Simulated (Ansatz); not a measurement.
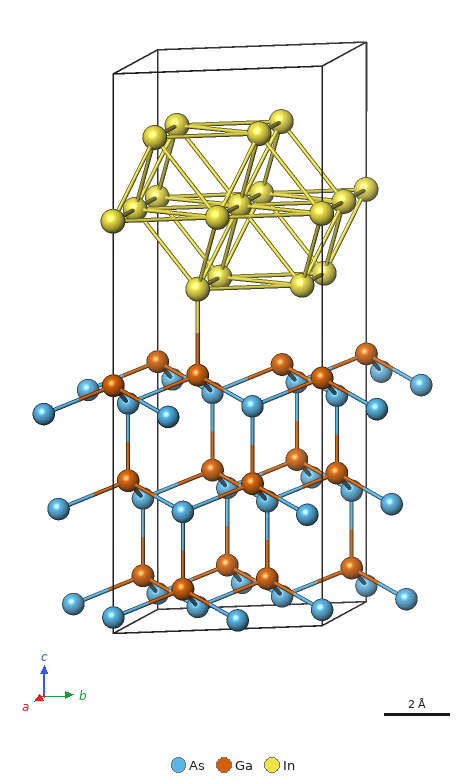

**Figure 1.** The structure as given in the input (ball-and-stick view of the cell of the calculation, seen slightly off an axis; bonded neighbours outside the cell are drawn too). An atom can appear more than once, as a periodic image.

## In₄Ga₃As₃: geometry relaxation (part 1 of 4)

In₄Ga₃As₃ (interface cell, 30 atoms in the cell), computed with DFT LDA, scalar-relativistic, plane waves, PAW, no spin polarisation (Ansatz 0.2.0).

The structure derives from a Materials Project entry. It belongs to a series of runs on one base structure; here: film shifted by (0, 0) in the plane.

**Log**
```
Engine: ansatz 0.2.0, aarch64-unknown-linux-gnu
Pseudopotentials: kind: paw
Pseudopotential: As, paw, valence charge 15, recommended cutoff 420 eV (normal), As.paw.azcp
Pseudopotential: Ga, paw, valence charge 13, recommended cutoff 420 eV (normal), Ga.paw.azcp
Pseudopotential: In, paw, valence charge 13, recommended cutoff 420 eV (normal), In.paw.azcp
Functional definition: SPW92
  exchange = slater_x
  correlation = pw_c
Crystal: 30 atoms, lattice volume = 716.700 Å³
Basis set: ecut = 420 eV, 14123 PW (Γ)
Bands: 245, of which v1, the nominal top of the filled ones, is band 204 counted from 1 (203 counted from 0)
Symmetry: 1 space group operations
Space group: P1 (ITA 1), of the structure as read, at distance tolerance 8.9e-5 Å
k-points: 40 of 72 (time reversal used)
Non-local potential: As, projectors of the file, l = 0: 2, l = 1: 2, l = 2: 3, l = 3: 1
Non-local potential: Ga, projectors of the file, l = 0: 2, l = 1: 2, l = 2: 3, l = 3: 1
Non-local potential: In, projectors of the file, l = 0: 2, l = 1: 2, l = 2: 2, l = 3: 2
PAW form: soft (Blöchl's): semilocal exchange-correlation on the pseudo side does not see the compensation charge
PAW frozen core: As, regenerated for the run's functional, and the local potential with it (the file was generated under x = pbe(κ = 0.804, μ = 0.2195149727645171), c = pbe(β = 0.06672455060314922))
PAW frozen core: Ga, regenerated for the run's functional, and the local potential with it (the file was generated under x = pbe(κ = 0.804, μ = 0.2195149727645171), c = pbe(β = 0.06672455060314922))
PAW frozen core: In, regenerated for the run's functional, and the local potential with it (the file was generated under x = pbe(κ = 0.804, μ = 0.2195149727645171), c = pbe(β = 0.06672455060314922))
PAW one-centre angular grid: As, 590 points (default); XC on 64 Gauss nodes
PAW one-centre angular grid: Ga, 590 points (default); XC on 64 Gauss nodes
PAW one-centre angular grid: In, 590 points (default); XC on 64 Gauss nodes
Initial density: superposition of atomic densities (neutral atoms: chi_scale 0, normalization atom), corrected by the library's trained network
Initial wavefunctions: pseudopotential atomic-orbital guess
Functional: x = slater, c = lda
SCF iter   1: F=—  HF=-141814.612570 eV  |F-HF|=—  |Δ(HF+E_count)|=         —  Δρ=6.55e-3  dr2=3.83e-1  ethr=1.77e-3  ⟨swp⟩=6.0  Hψ=37692  notcnv=0  defer=220
preconditioner: auto → LDOS  [metal: Δε(μ)=0.018 eV  Ē_g=14.474 eV  σ=0.100 eV  W_gap=0.10  n_scr=186 (ndim 8)  ℏωp=24.7 eV  f_vac=0.019  D(μ)=9.87/eV (n_scr^D=50)  β→1.0]
SCF iter   2: F=—  HF=-141814.557136 eV  |F-HF|=—  |Δ(HF+E_count)|=   5.54e-2  Δρ=4.19e-3  dr2=1.20e-1  ethr=9.38e-5  ⟨swp⟩=2.4  Hψ=17290  notcnv=0  defer=1329
SCF iter   3: F=—  HF=-141814.507546 eV  |F-HF|=—  |Δ(HF+E_count)|=   4.96e-2  Δρ=9.72e-4  dr2=1.34e-2  ethr=2.95e-5  ⟨swp⟩=2.0  Hψ=16647  notcnv=0  defer=1329
SCF iter   4: F=—  HF=-141814.504959 eV  |F-HF|=—  |Δ(HF+E_count)|=   2.59e-3  Δρ=2.98e-4  dr2=1.87e-3  ethr=3.29e-6  ⟨swp⟩=2.0  Hψ=16652  notcnv=0  defer=1329
SCF iter   5: F=—  HF=-141814.504606 eV  |F-HF|=—  |Δ(HF+E_count)|=   3.53e-4  Δρ=1.19e-4  dr2=4.08e-4  ethr=4.58e-7  ⟨swp⟩=2.0  Hψ=14848  notcnv=0  defer=1329
SCF iter   6: F=—  HF=-141814.504539 eV  |F-HF|=—  |Δ(HF+E_count)|=   6.69e-5  Δρ=5.13e-5  dr2=5.42e-5  ethr=1.00e-7  ⟨swp⟩=2.0  Hψ=14853  notcnv=0  defer=1329
SCF iter   7: F=—  HF=-141814.504405 eV  |F-HF|=—  |Δ(HF+E_count)|=   1.34e-4  Δρ=1.80e-5  dr2=9.90e-6  ethr=1.33e-8  ⟨swp⟩=2.0  Hψ=15483  notcnv=0  defer=912
SCF iter   8: F=—  HF=-141814.504403 eV  |F-HF|=—  |Δ(HF+E_count)|=   1.18e-6  Δρ=6.34e-6  dr2=8.84e-7  ethr=2.43e-9  ⟨swp⟩=2.0  Hψ=14919  notcnv=0  defer=870
SCF iter   9: F=-141814.504403 eV  HF=-141814.504403 eV  |F-HF|=8.21e-8  |Δ(HF+E_count)|=   9.60e-8  Δρ=2.34e-6  dr2=9.13e-8  ethr=2.45e-11  ⟨swp⟩=12.4  Hψ=82354  notcnv=0
SCF 1 converged in 9 iterations: F = -141814.504403 eV  dr2 = 9.13e-8
  greatest PAW one-centre occupation: 0.999 electrons in one spin orbital (limit 2), on the As atom at site 1 (counted from 0), in its partial waves of l = 2
relax step   1: F+E_penalty+E_count = -141814.50440320 eV  Δ(F+E_penalty+E_count) = +0.000e0 eV  max|allowed force component| = 6.285e-1 eV/Å  Δτ_max = 0.0000 Å  P = -1.169 GPa  Ω = 716.700 Å³  fix = [a, b, alpha, beta, gamma]  reactions: a -1.766, b -1.822 GPa; alpha -0.033, beta -0.070, gamma +1.018 GPa/rad  (9 SCF iters, dr2 threshold 1.00e-7 eV, accepted)
Crystal: 30 atoms, lattice volume = 713.096 Å³
Basis set: ecut = 420 eV, 13979 PW (Γ)
Initial density: handed on by an earlier stage of this run
Initial wavefunctions: those handed on with the density
iter 1 solved again at ethr=1.37e-4 eV; its pass at ethr=3.10e-3 eV (dr2=5.58e-1 eV) is discarded
SCF iter   1: F=—  HF=-141814.898894 eV  |F-HF|=—  |Δ(HF+E_count)|=         —  Δρ=4.49e-3  dr2=6.07e-1  ethr=1.37e-4  ⟨swp⟩=3.3  Hψ=34609  notcnv=0
preconditioner: auto → LDOS  [metal: Δε(μ)=0.021 eV  Ē_g=14.512 eV  σ=0.100 eV  W_gap=0.11  n_scr=186 (ndim 8)  ℏωp=24.8 eV  f_vac=0.016  D(μ)=9.33/eV (n_scr^D=50)  β→1.0]
SCF iter   2: F=—  HF=-141814.857387 eV  |F-HF|=—  |Δ(HF+E_count)|=   4.15e-2  Δρ=1.63e-3  dr2=2.64e-2  ethr=1.37e-4  ⟨swp⟩=3.1  Hψ=13319  notcnv=0  defer=1
SCF iter   3: F=—  HF=-141814.851964 eV  |F-HF|=—  |Δ(HF+E_count)|=   5.42e-3  Δρ=8.56e-4  dr2=1.82e-2  ethr=6.46e-6  ⟨swp⟩=2.0  Hψ=16888  notcnv=0  defer=1
SCF iter   4: F=—  HF=-141814.849122 eV  |F-HF|=—  |Δ(HF+E_count)|=   2.84e-3  Δρ=3.13e-4  dr2=3.06e-3  ethr=4.47e-6  ⟨swp⟩=2.6  Hψ=15332  notcnv=0  defer=1
SCF iter   5: F=—  HF=-141814.848750 eV  |F-HF|=—  |Δ(HF+E_count)|=   3.72e-4  Δρ=1.00e-4  dr2=2.74e-4  ethr=7.51e-7  ⟨swp⟩=2.5  Hψ=14818  notcnv=0  defer=1
SCF iter   6: F=—  HF=-141814.848545 eV  |F-HF|=—  |Δ(HF+E_count)|=   2.05e-4  Δρ=2.95e-5  dr2=1.45e-5  ethr=6.71e-8  ⟨swp⟩=2.0  Hψ=15947  notcnv=0  defer=1
SCF iter   7: F=-141814.848541 eV  HF=-141814.848542 eV  |F-HF|=1.04e-6  |Δ(HF+E_count)|=   2.59e-6  Δρ=9.91e-6  dr2=1.31e-6  ethr=7.35e-10  ⟨swp⟩=14.2  Hψ=95901  notcnv=0
SCF 2 converged in 7 iterations: F = -141814.848541 eV  dr2 = 1.31e-6
[... from here on the iterations of each SCF are left out, up to the last one ...]
relax step   2: F+E_penalty+E_count = -141814.84854099 eV  Δ(F+E_penalty+E_count) = -3.441e-1 eV  max|allowed force component| = 3.578e-1 eV/Å  Δτ_max = 0.1288 Å  P = -1.423 GPa  Ω = 713.096 Å³  energy of the carried Pulay correction = +5.944e-4 eV  fix = [a, b, alpha, beta, gamma]  reactions: a -2.020, b -2.062 GPa; alpha -0.026, beta -0.057, gamma +1.169 GPa/rad  (7 SCF iters, dr2 threshold 3.00e-6 eV, accepted)
[... from here on the SCF iterations and repeated set-up lines of each step are left out, up to the last step ...]
SCF 3 converged in 7 iterations: F = -141814.904618 eV  dr2 = 3.63e-7
relax step   3: F+E_penalty+E_count = -141814.90461843 eV  Δ(F+E_penalty+E_count) = -5.608e-2 eV  max|allowed force component| = 1.488e-1 eV/Å  Δτ_max = 0.1293 Å  P = -1.351 GPa  Ω = 708.722 Å³  energy of the carried Pulay correction = +1.320e-3 eV  fix = [a, b, alpha, beta, gamma]  reactions: a -2.024, b -2.057 GPa; alpha -0.023, beta -0.050, gamma +1.171 GPa/rad  (7 SCF iters, dr2 threshold 3.00e-6 eV, accepted)
SCF 4 converged in 6 iterations: F = -141814.915266 eV  dr2 = 6.11e-7
relax step   4: F+E_penalty+E_count = -141814.91526625 eV  Δ(F+E_penalty+E_count) = -1.065e-2 eV  max|allowed force component| = 3.151e-2 eV/Å  Δτ_max = 0.0372 Å  P = -1.397 GPa  Ω = 709.764 Å³  energy of the carried Pulay correction = +1.147e-3 eV  fix = [a, b, alpha, beta, gamma]  reactions: a -2.052, b -2.082 GPa; alpha -0.022, beta -0.047, gamma +1.188 GPa/rad  (6 SCF iters, dr2 threshold 1.38e-6 eV, accepted)
SCF 5 converged in 6 iterations: F = -141814.921533 eV  dr2 = 4.39e-8
relax step   5: F+E_penalty+E_count = -141814.92153274 eV  Δ(F+E_penalty+E_count) = -6.266e-3 eV  max|allowed force component| = 3.678e-2 eV/Å  Δτ_max = 0.0754 Å  P = -1.348 GPa  Ω = 709.227 Å³  energy of the carried Pulay correction = +1.236e-3 eV  fix = [a, b, alpha, beta, gamma]  reactions: a -2.030, b -2.044 GPa; alpha -0.016, beta -0.034, gamma +1.172 GPa/rad  (6 SCF iters, dr2 threshold 6.21e-8 eV, accepted)
SCF 6 converged in 7 iterations: F = -141814.926140 eV  dr2 = 2.20e-8
relax step   6: F+E_penalty+E_count = -141814.92614014 eV  Δ(F+E_penalty+E_count) = -4.607e-3 eV  max|allowed force component| = 5.230e-2 eV/Å  Δτ_max = 0.1181 Å  P = -1.304 GPa  Ω = 708.732 Å³  energy of the carried Pulay correction = +1.318e-3 eV  fix = [a, b, alpha, beta, gamma]  reactions: a -1.989, b -1.975 GPa; alpha -0.006, beta -0.013, gamma +1.141 GPa/rad  (7 SCF iters, dr2 threshold 8.45e-8 eV, accepted)
SCF 7 converged in 7 iterations: F = -141814.928134 eV  dr2 = 1.54e-7
relax step   7: F+E_penalty+E_count = -141814.92813357 eV  Δ(F+E_penalty+E_count) = -1.993e-3 eV  max|allowed force component| = 7.256e-2 eV/Å  Δτ_max = 0.1208 Å  P = -1.201 GPa  Ω = 707.403 Å³  energy of the carried Pulay correction = +1.540e-3 eV  fix = [a, b, alpha, beta, gamma]  reactions: a -1.863, b -1.864 GPa; alpha -0.005, beta +0.000, gamma +1.069 GPa/rad  (7 SCF iters, dr2 threshold 1.71e-7 eV, accepted)
SCF 8 converged in 7 iterations: F = -141814.934010 eV  dr2 = 8.20e-8
relax step   8: F+E_penalty+E_count = -141814.93401010 eV  Δ(F+E_penalty+E_count) = -5.877e-3 eV  max|allowed force component| = 7.017e-2 eV/Å  Δτ_max = 0.0691 Å  P = -1.280 GPa  Ω = 708.777 Å³  energy of the carried Pulay correction = +1.311e-3 eV  fix = [a, b, alpha, beta, gamma]  reactions: a -1.914, b -1.900 GPa; alpha +0.006, beta +0.014, gamma +1.103 GPa/rad  (7 SCF iters, dr2 threshold 3.29e-7 eV, accepted)
SCF 9 converged in 7 iterations: F = -141814.937335 eV  dr2 = 6.60e-8
relax step   9: F+E_penalty+E_count = -141814.93733495 eV  Δ(F+E_penalty+E_count) = -3.325e-3 eV  max|allowed force component| = 3.410e-2 eV/Å  Δτ_max = 0.0554 Å  P = -1.282 GPa  Ω = 708.575 Å³  energy of the carried Pulay correction = +1.344e-3 eV  fix = [a, b, alpha, beta, gamma]  reactions: a -1.935, b -1.918 GPa; alpha +0.000, beta -0.002, gamma +1.117 GPa/rad  (7 SCF iters, dr2 threshold 3.08e-7 eV, accepted)
SCF 10 converged in 6 iterations: F = -141814.937818 eV  dr2 = 6.92e-8
relax step  10: F+E_penalty+E_count = -141814.93781830 eV  Δ(F+E_penalty+E_count) = -4.833e-4 eV  max|allowed force component| = 2.480e-2 eV/Å  Δτ_max = 0.0302 Å  P = -1.308 GPa  Ω = 708.899 Å³  energy of the carried Pulay correction = +1.290e-3 eV  fix = [a, b, alpha, beta, gamma]  reactions: a -1.960, b -1.950 GPa; alpha +0.000, beta +0.003, gamma +1.134 GPa/rad  (6 SCF iters, dr2 threshold 7.27e-8 eV, accepted)
SCF 11 converged in 7 iterations: F = -141814.938412 eV  dr2 = 6.83e-9
relax step  11: F+E_penalty+E_count = -141814.93841169 eV  Δ(F+E_penalty+E_count) = -5.934e-4 eV  max|allowed force component| = 7.887e-3 eV/Å  Δτ_max = 0.0269 Å  P = -1.291 GPa  Ω = 708.733 Å³  energy of the carried Pulay correction = +1.318e-3 eV  fix = [a, b, alpha, beta, gamma]  reactions: a -1.946, b -1.933 GPa; alpha +0.001, beta +0.008, gamma +1.116 GPa/rad  (7 SCF iters, dr2 threshold 3.85e-8 eV, accepted)
Initial wavefunctions: pseudopotential atomic-orbital guess (no wavefunctions were taken with the density)
iter 1 solved again at ethr=2.79e-7 eV; its pass at ethr=3.10e-3 eV (dr2=1.14e-3 eV) is discarded
SCF iter   1: F=—  HF=-141814.937177 eV  |F-HF|=—  |Δ(HF+E_count)|=         —  Δρ=1.42e-5  dr2=3.09e-7  ethr=2.79e-7  ⟨swp⟩=2.4  Hψ=56383  notcnv=0
eigensolver tolerance schedule: the retry pair's looser diagonalisation over-reported the residual by 3683.67 of it (diagonalisation noise at 0.50 of the residual, at the tolerance the schedule requests for it); recorded, not acted on — ethr = c·dr2/N_el stays at c = 1.0e-1
preconditioner: auto → LDOS  [metal: Δε(μ)=0.036 eV  Ē_g=14.525 eV  σ=0.100 eV  W_gap=0.20  n_scr=186 (ndim 8)  ℏωp=24.9 eV  f_vac=0.016  D(μ)=10.42/eV (n_scr^D=50)  β→1.0]
SCF iter   2: F=—  HF=-141814.937019 eV  |F-HF|=—  |Δ(HF+E_count)|=   1.58e-4  Δρ=4.71e-6  dr2=1.23e-7  ethr=7.58e-11  ⟨swp⟩=3.0  Hψ=25043  notcnv=0
SCF iter   3: F=—  HF=-141814.937019 eV  |F-HF|=—  |Δ(HF+E_count)|=   1.94e-7  Δρ=2.70e-6  dr2=3.12e-8  ethr=3.00e-11  ⟨swp⟩=2.0  Hψ=17977  notcnv=0
SCF iter   4: F=—  HF=-141814.937019 eV  |F-HF|=—  |Δ(HF+E_count)|=   3.47e-8  Δρ=4.80e-7  dr2=1.40e-9  ethr=1.00e-12  ⟨swp⟩=7.4  Hψ=65434  notcnv=0
SCF iter   5: F=-141814.937019 eV  HF=-141814.937019 eV  |F-HF|=1.16e-10  |Δ(HF+E_count)|=   1.57e-9  Δρ=1.53e-7  dr2=1.54e-10  ethr=1.00e-12  ⟨swp⟩=6.0  Hψ=50883  notcnv=0
SCF 12 converged in 5 iterations: F = -141814.937019 eV  dr2 = 1.54e-10
relax step  12: F+E_penalty+E_count = -141814.93701911 eV  Δ(F+E_penalty+E_count) = +1.393e-3 eV  max|allowed force component| = 7.891e-3 eV/Å  Δτ_max = 0.0000 Å  P = -1.291 GPa  Ω = 708.733 Å³  fix = [a, b, alpha, beta, gamma]  reactions: a -1.946, b -1.934 GPa; alpha +0.001, beta +0.008, gamma +1.116 GPa/rad  stress off target by 6.09e-3 GPa on what of the cell is left free  SCF on the basis re-selected at this cell (its energy is not comparable with the rows above)  (5 SCF iters)
```

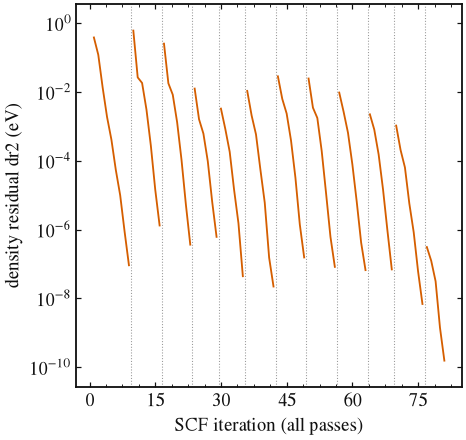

**Figure 2.** Convergence of the self-consistent field: density residual dr2 against the SCF iteration. The dotted lines part the SCF passes of the relaxation: geometry steps, rejected trials and re-solves on a re-selected basis. The 12 passes take 5 to 9 iterations each, 81 in all.

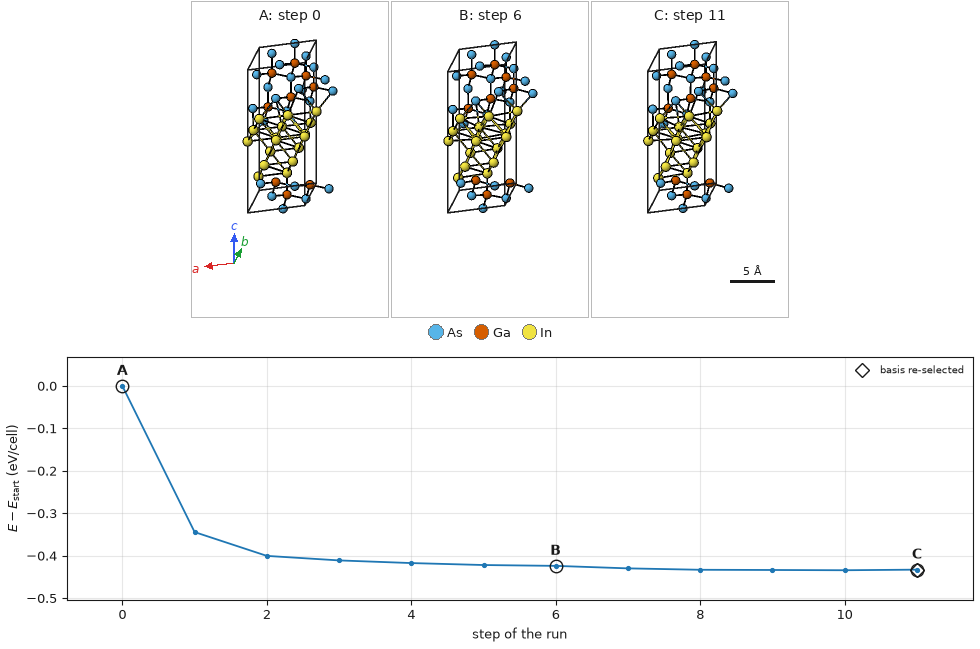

**Figure 3.** Frames of the relaxation (ball-and-stick view of the cell of the calculation (origin shifted), with bonded neighbours outside it, seen at an oblique angle) above the curves, on which the letters mark them (the first geometry is step 0 here and step 1 in the log).

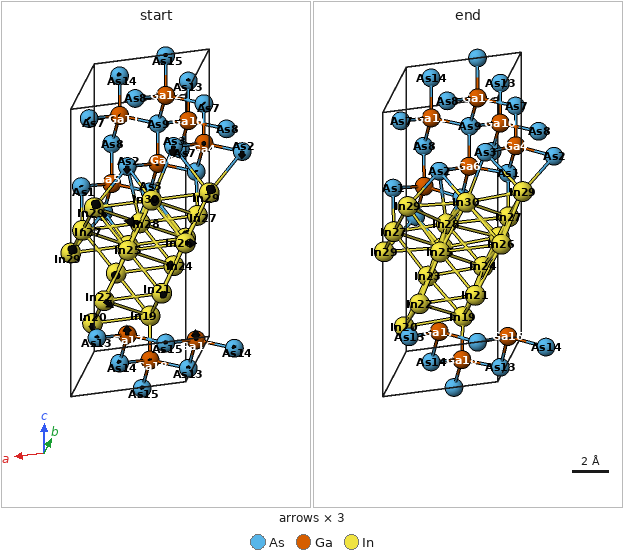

**Figure 4.** Before (left) and after (right) the relaxation, at one scale (ball-and-stick view of the cell of the calculation (origin shifted), with bonded neighbours outside it, seen at an oblique angle). The black arrows give the displacements (without the part carried along by the change of the cell), magnified 3 times. Over 10 geometry steps the energy falls by 0.434 eV per cell of the calculation. The largest force component goes from 0.63 to 0.0079 eV/Å. The pressure goes from −1.17 to −1.29 GPa. In28 moves most relative to the cell: 0.32 Å. Largest moves by element: In 0.32 Å, As 0.24 Å, Ga 0.23 Å. The volume changes by −1.1 %, with a = b stay at 6.863 Å, c 17.572 → 17.376 Å (−1.1 %). Among the contacts that change: In27–In30 3.431 → 3.723 Å, In27–In29 3.431 → 3.713 Å, In27–In28 3.431 → 3.700 Å, As2–In30 3.347 → 3.120 Å. Among the angles that change: Ga6–As3–In30 139.4° → 149.9°, Ga4–As3–In28 137.8° → 148.3°, Ga5–As3–In29 139.7° → 149.8°. A last SCF at the same geometry on a re-selected plane-wave basis shifts the energy by +1.4 meV per cell of the calculation. (Atoms are counted from 1 in the order of the input.)

```
basis re-selected at this cell: Δ(F+E_penalty+E_count) = +1.393e-3 eV, ΔP = -0.000 GPa vs the last step (what re-selecting the basis moved, of the pressure what is left beyond the Pulay correction that the steps carried, after the strain that the cell walked since its last selection, with what the two solves' SCF thresholds leave and, on support functions, any second-order correction that the steps lacked; it is no measure of the basis error at this ecutwfc). This SCF's stress stands 6.09e-3 GPa from its target on what of the cell is left free (relax.cell.stress_tol is 1.50e-1 GPa) and its largest allowed force component is 7.89e-3 eV/Å (relax.f_tol is 2.00e-2 eV/Å): within both
SCF converged after 5 iterations
Free energy (F): -141814.937019 eV
Harris-Foulkes:  -141814.937019 eV  (|F-HF|=1.16e-10)
Internal energy: -141814.884932 eV  (E = F + TS)
E sigma→0 (E₀):  -141814.910976 eV
Entropy (-TS):   -0.052087 eV (-1.736 meV/atom)
Fermi energy:    9.075175 eV
--- Per-component energies (eV) ---
  E_band       = -3120.832611
  E_kinetic    = 4890.072342
  E_local      = -51133.989155  (includes V_loc(G=0)·N_el)
  E_nonlocal   = 2279.118591
  E_hartree    = 24288.487668
  E_xc         = -3903.303199
  E_vxc        = -2468.399582  (∫ρ·V_xc dr)
  E_paw        = -81147.423355  (= ΣΔE_a)
  E_vpaw       = -5264.608946  (= ΣTr[D̂ρ^β])
  E_aug_tail   = -0.000721  (compensation charges beyond the density's cutoff)
  E_ewald      = -37125.494929
  E_core_change = 37.647826  (= ΣΔE_core)
  E_smearing   = -0.052087  (= −TS)
  E_closure    = 0.000000  (closes the sum)
  Σ components = -141814.937019   (vs F -141814.937019, Δ=0.00e0)
```
